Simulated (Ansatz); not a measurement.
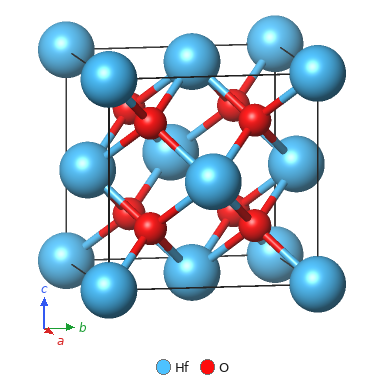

System: HfO₂, space group Fm-3m (No. 225). The picture shows the conventional cell.

Input file:
```
crystal:
  lattice:
    - [0.0, 2.5355032245, 2.5355032245]
    - [2.5355032245, 0.0, 2.5355032245]
    - [2.5355032245, 2.5355032245, 0.0]
  atoms:
    - { symbol: Hf, position: [0.0, 0.0, 0.0] }
    - { symbol: O, position: [0.25, 0.25, 0.25] }
    - { symbol: O, position: [0.75, 0.75, 0.75] }
basis:
  ecutwfc: 420
kpoints:
  mp_grid: { grid: [8, 8, 8] }
hamiltonian:
  xc: pbe
scf:
  occupations: { method: fixed }
output:
  eigenvalues: true
phonons:
  method: dfpt
  dielectric: true
  rigid_motions: translations
  eigenvectors: true
```

Command:
```bash
ansatz run input.yaml --threads 1 --pin off --max-ram 3072MiB --backend cpu --events-out ev --progress --plain --runs-dir out
```

Calculation (Ansatz 0.2.0): harmonic phonon frequencies at the zone centre with atoms at rest in the given cell, without the long-range term of polar modes, the three translations left out, imaginary frequencies are negative; plane waves with PAW datasets, Γ-centred k mesh. Level: PBE, no spin polarisation.

```json
{"setting": "wave cutoff", "value": "420 eV"}
{"setting": "k mesh", "value": "8×8×8"}
{"setting": "occupations", "value": "fixed"}
{"setting": "pressure", "value": "4 GPa"}
{"setting": "phonon method", "value": "linear response"}
```

Describe the result: the zone-centre optical phonon frequencies (the three acoustic modes are left out).

No frequency is imaginary, so the structure is stable to these displacements (zone-boundary modes weren't tested here). The highest mode lies at 576.5 cm⁻¹ (without the field of polar modes). The optical modes lie at 232.1 (×3), 576.5 (×3) cm⁻¹.

```csv
frequency (cm⁻¹)
232.1
232.1
232.1
576.5
576.5
576.5
```

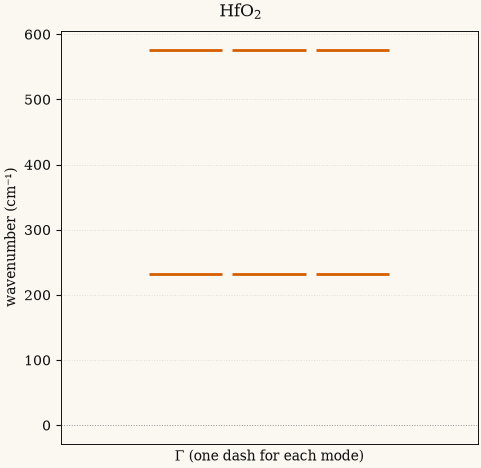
